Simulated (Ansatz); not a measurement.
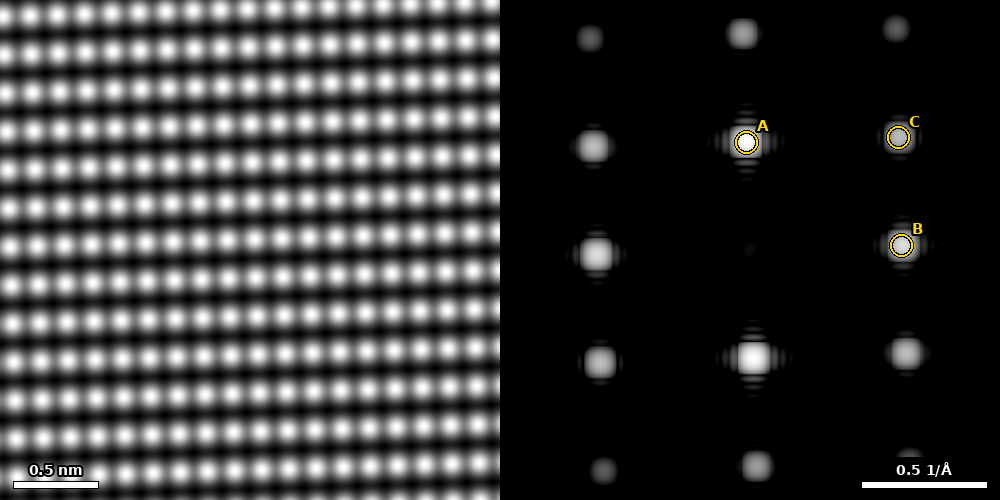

Z-contrast image of Co (Pm-3m, No. 221) along [110]. Simulated incoherent Z contrast: every atom adds Z^1.8 spread by a probe of 1.03 Å full width; channelling and multiple scattering are left out. The probe carries 15 % of its weight in a tail 2.5 times as wide. The display is stretched by a gamma of 0.65; percentages refer to the linear signal. Structure: the input geometry of an electronic-structure calculation (not necessarily at equilibrium); the starting structure was generated, so it need not be a known form of this composition.

The right panel is the modulus of the image's Fourier transform on a logarithmic scale.

a = 2.306 Å, b = 2.306 Å, c = 2.306 Å, α = 90.00°, β = 90.00°, γ = 90.00°

> Index the marked spots and give their plane spacings (the zone axis points at the viewer; indices equivalent by symmetry, or all signs reversed, are as good).

A: (0 0 -1), d = 2.31 Å; B: (1 -1 0), d = 1.63 Å; C: (1 -1 -1), d = 1.33 Å. A and B enclose 90°, and every spot obeys the zone law hu + kv + lw = 0 for [110].
